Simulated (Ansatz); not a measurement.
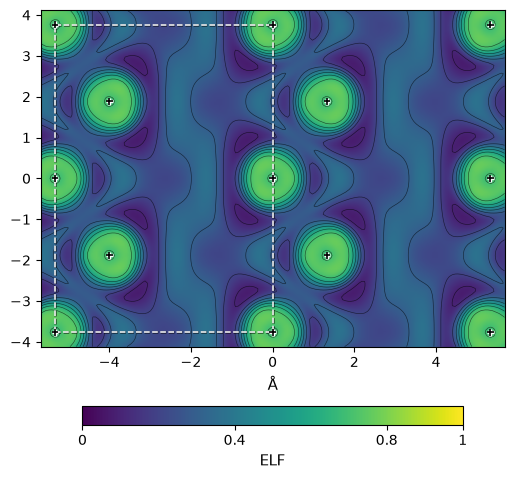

The ELF on a plane through atoms (crosses mark nuclei in the plane).

Computed with DFT, m-r2SCAN, plane waves (500 eV) with PAW, scalar-relativistic (Ansatz).

Candidates:
A. Ti, a = 5.91 Å, b = 5.91 Å, c = 5.91 Å, α = 90.00°, β = 90.00°, γ = 90.00°. Space group Fd-3m; set up as Ti, diamond; a generated structure, not necessarily the stable one; changed on purpose from its base cell (volume × 0.96); spin-polarised.
B. V, a = 5.33 Å, b = 5.33 Å, c = 5.33 Å, α = 90.00°, β = 90.00°, γ = 90.00°. Space group Fd-3m; set up as V, diamond; a generated structure, not necessarily the stable one; changed on purpose from its base cell (volume × 0.96); computed pressure about 3 GPa in this cell; spin-polarised.
C. Ir, a = 2.75 Å, b = 2.75 Å, c = 9.01 Å, α = 90.00°, β = 90.00°, γ = 120.00°. Space group P6₃/mmc; set up as Ir, dhcp; a generated structure, not necessarily the stable one; changed on purpose from its base cell (volume × 1.04); computed pressure about −13 GPa in this cell; the program warned that a starting moment wasn't kept; spin-polarised, but the moments vanished.

Question: Which candidate gave the map?

Answer: Candidate B: V on the (110) plane of the conventional cell, which holds V. V–V (2.31 Å): the ELF is about 0.30 at the midpoint (no localised pair shows between them).
